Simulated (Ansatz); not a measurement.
Single-point calculation, with input and output: Al2Cu

Al2Cu (I4/mmm, 3 atoms in the cell), computed with DFT PBE, scalar-relativistic, plane waves, PAW, no spin polarisation (Ansatz 0.2.0).

The structure derives from a Materials Project entry.

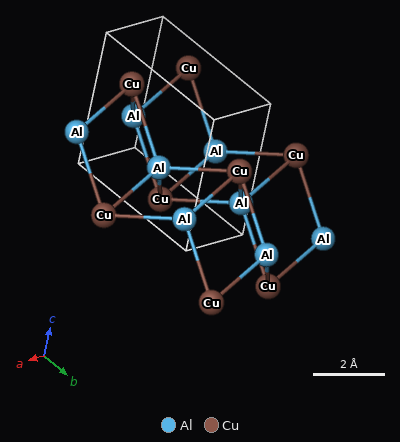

*The structure (ball-and-stick view of the cell of the calculation, repeated 2 × 2 × 1, seen slightly off an axis). An atom can appear more than once, as a periodic image.*

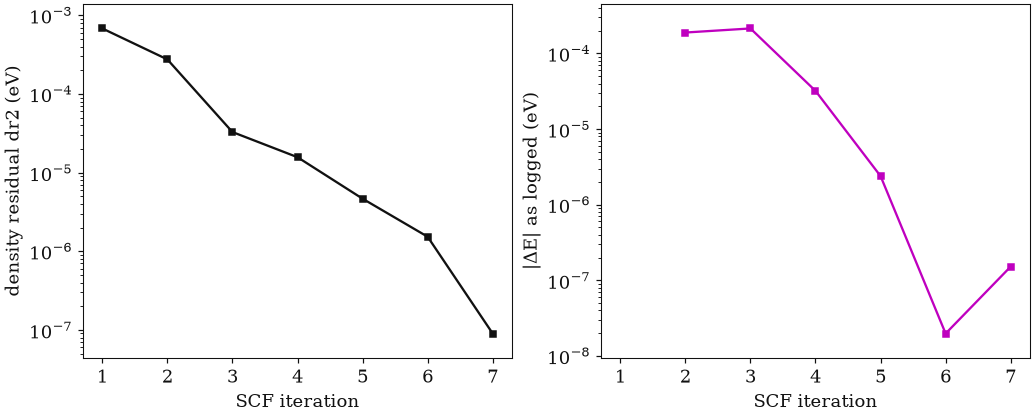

*Convergence of the self-consistent field: density residual dr2 and size of the energy change against the SCF iteration.*

The residual falls at every step.

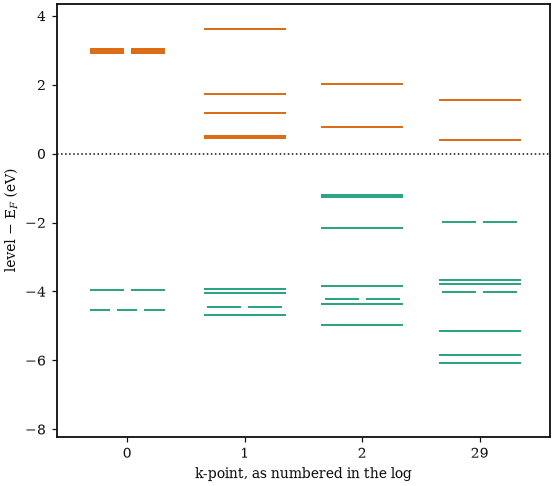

*Kohn–Sham levels near the Fermi level (dotted) at the few k-points that the log prints; levels within 0.02 eV of each other stand side by side.*

The system is metallic on the full mesh.

These pictures come from the run below.

Input
```yaml
crystal:
  lattice:
    - [-2.0303375, 2.0303375, 2.851094]
    - [2.0303375, -2.0303375, 2.851094]
    - [2.0303375, 2.0303375, -2.851094]
  atoms:
    - { symbol: Al, position: [0.75, 0.25, 0.5] }
    - { symbol: Al, position: [0.25, 0.75, 0.5] }
    - { symbol: Cu, position: [0.5, 0.5, 0.0] }
basis:
  ecutwfc: 420
kpoints:
  mp_grid: { grid: [6, 6, 6] }
hamiltonian:
  xc: pbe
scf:
  occupations: { method: gaussian, width: 0.1 }
output:
  forces: true
  stress: true
  eigenvalues: true
```

Command:
```bash
ansatz run input.yaml --threads 4 --pin off --max-ram 10240MiB --backend cpu --events-out ev --progress --plain --runs-dir out
```

What the program printed
```
Engine: ansatz 0.2.0, x86_64-unknown-linux-gnu
Pseudopotentials: kind: paw
Pseudopotential: Al, paw, valence charge 3, recommended cutoff 420 eV (normal), Al.paw.azcp
Pseudopotential: Cu, paw, valence charge 19, recommended cutoff 420 eV (normal), Cu.paw.azcp
Functional definition: PBE
  parameter kappa = 0.804
  parameter beta = 0.06672455060314922
  exchange = pbe_x(kappa = kappa, mu = beta*pi^2/3)
  correlation = pbe_c(beta = beta)
Crystal: 3 atoms, lattice volume = 47.012 Å³
Basis set: ecut = 420 eV, 925 PW (Γ), exchange–correlation on 60×60×60 points (8 copies of the dense FFT grid, shifted against one another)
Bands: 17, of which v1, the nominal top of the filled ones, is band 13 counted from 1 (12 counted from 0)
Symmetry: 16 space group operations
Space group: I4/mmm (ITA 139), of the structure as read, at distance tolerance 3.6e-5 Å
k-points: 30 of 216
Non-local potential: Al, projectors of the file, l = 0: 2, l = 1: 2, l = 2: 1
Non-local potential: Cu, projectors of the file, l = 0: 3, l = 1: 2, l = 2: 3, l = 3: 1
PAW form: soft (Blöchl's): semilocal exchange-correlation on the pseudo side does not see the compensation charge
PAW one-centre angular grid: Al, 110 points (default); XC on 64 Gauss nodes
PAW one-centre angular grid: Cu, 590 points (default); XC on 64 Gauss nodes
Initial density: superposition of atomic densities (neutral atoms: chi_scale 0, normalization atom), corrected by the library's trained network
Initial wavefunctions: pseudopotential atomic-orbital guess
Functional: x = pbe(κ = 0.804, μ = 0.2195149727645171), c = pbe(β = 0.06672455060314922)
SCF iter   1: F=—  HF=-7700.725747 eV  |F-HF|=—  |Δ(HF+E_count)|=         —  Δρ=1.34e-3  dr2=6.81e-4  ethr=1.77e-3  ⟨swp⟩=5.1  Hψ=2522  notcnv=0
preconditioner: auto → Kerker (q_TF=auto, 2.456 Å⁻¹)  [metal: Δε(μ)=0.073 eV  Ē_g=8.477 eV  σ=0.100 eV  W_gap=0.39  n_scr=14 (ndim 8)  ℏωp=22.3 eV  f_vac=0.002  D(μ)=1.11/eV (n_scr^D=8)]
SCF iter   2: F=—  HF=-7700.725936 eV  |F-HF|=—  |Δ(HF+E_count)|=   1.89e-4  Δρ=7.81e-4  dr2=2.75e-4  ethr=2.72e-6  ⟨swp⟩=1.8  Hψ=879  notcnv=0
SCF iter   3: F=—  HF=-7700.726150 eV  |F-HF|=—  |Δ(HF+E_count)|=   2.14e-4  Δρ=2.01e-4  dr2=3.28e-5  ethr=1.10e-6  ⟨swp⟩=2.2  Hψ=733  notcnv=0
SCF iter   4: F=—  HF=-7700.726182 eV  |F-HF|=—  |Δ(HF+E_count)|=   3.20e-5  Δρ=1.99e-4  dr2=1.57e-5  ethr=1.31e-7  ⟨swp⟩=2.0  Hψ=732  notcnv=0
SCF iter   5: F=—  HF=-7700.726184 eV  |F-HF|=—  |Δ(HF+E_count)|=   2.39e-6  Δρ=1.24e-4  dr2=4.66e-6  ethr=6.29e-8  ⟨swp⟩=2.0  Hψ=706  notcnv=0
SCF iter   6: F=—  HF=-7700.726184 eV  |F-HF|=—  |Δ(HF+E_count)|=   1.98e-8  Δρ=6.83e-5  dr2=1.53e-6  ethr=1.86e-8  ⟨swp⟩=1.0  Hψ=500  notcnv=0
SCF iter   7: F=-7700.726184 eV  HF=-7700.726184 eV  |F-HF|=1.03e-7  |Δ(HF+E_count)|=   1.52e-7  Δρ=1.68e-5  dr2=8.99e-8  ethr=4.00e-10  ⟨swp⟩=3.8  Hψ=1910  notcnv=0
SCF 1 converged in 7 iterations: F = -7700.726184 eV  dr2 = 8.99e-8
  greatest PAW one-centre occupation: 1.000 electrons in one spin orbital (limit 2), on the Cu atom at site 2 (counted from 0), in its partial waves of l = 0
SCF converged after 7 iterations
Free energy (F): -7700.726184 eV
Harris-Foulkes:  -7700.726184 eV  (|F-HF|=1.03e-7)
Internal energy: -7700.720638 eV  (E = F + TS)
E sigma→0 (E₀):  -7700.723411 eV
Entropy (-TS):   -0.005546 eV (-1.849 meV/atom)
Fermi energy:    9.398470 eV
--- Per-component energies (eV) ---
  E_band       = -490.543749
  E_kinetic    = 346.535843
  E_local      = -5881.763971  (includes V_loc(G=0)·N_el)
  E_nonlocal   = 401.006880
  E_hartree    = 2632.258798
  E_xc         = -170.630628
  E_vxc        = -175.664524  (∫ρ·V_xc dr)
  E_paw        = -2589.965986  (= ΣΔE_a)
  E_vpaw       = -445.203515  (= ΣTr[D̂ρ^β])
  E_aug_tail   = 0.000262  (compensation charges beyond the density's cutoff)
  E_ewald      = -2438.161835
  E_smearing   = -0.005546  (= −TS)
  E_closure    = 0.000000  (closes the sum)
  Σ components = -7700.726184   (vs F -7700.726184, Δ=0.00e0)
--- Forces (eV/Å), atoms counted from 1 ---
  atom   1  Al     0.00000000     0.00000000     0.00000000
  atom   2  Al     0.00000000     0.00000000     0.00000000
  atom   3  Cu    -0.00000000    -0.00000000     0.00000000
  max |Σ_I F_I| component: 1.39e-17 eV/Å
--- Stress (GPa, compression-positive) ---
        2.768563       0.000000      -0.000000
        0.000000       2.768563      -0.000000
       -0.000000      -0.000000       2.829569
  P = ⅓ Tr σ = 2.7889 GPa (27.889 kbar)
--- Band table (eV; the first three rows and the last of 30) ---
  k-point 0: bands = ["-104.4493", "-61.7939", "-61.7939", "-61.7901", "-0.8550", "4.8631", "4.8701", "4.8701", "5.4332", "5.4448", "12.3272", "12.3272", "12.3648", "12.3801", "12.4439", "12.4439", "13.7982"]
  k-point 1: bands = ["-104.4493", "-61.7939", "-61.7939", "-61.7901", "-0.3575", "4.7269", "4.9416", "4.9505", "5.3443", "5.4826", "9.8540", "9.9117", "10.5887", "11.1267", "13.0252", "15.4711", "15.5736"]
  k-point 2: bands = ["-104.4493", "-61.7940", "-61.7939", "-61.7901", "1.1063", "4.4373", "5.0311", "5.1765", "5.1889", "5.5640", "7.2437", "8.1335", "8.1864", "10.1700", "11.4268", "17.9159", "17.9524"]
  k-point 29: bands = ["-104.4493", "-61.7939", "-61.7939", "-61.7902", "3.3174", "3.5647", "4.2637", "5.3864", "5.3864", "5.6017", "5.7209", "7.4110", "7.4110", "9.7974", "10.9696", "18.4382", "20.1535"]
```

Key numbers

```csv
quantity,value
outcome,converged
space group (tolerance 0.01 Å),I4/mmm (139)
electrons treated,25
free energy,−7700.7262 eV
Fermi energy,9.398 eV
gap on the k-point mesh,none (metallic)
pressure,2.79 GPa
largest force (length of the vector),under 0.001 eV/Å
hardware,"4 threads of AMD EPYC (Zen 3), 32 GiB of memory available, shared host"
wall time,0.98 s (CPU time 2.9 s)
peak memory,0.37 GiB
```
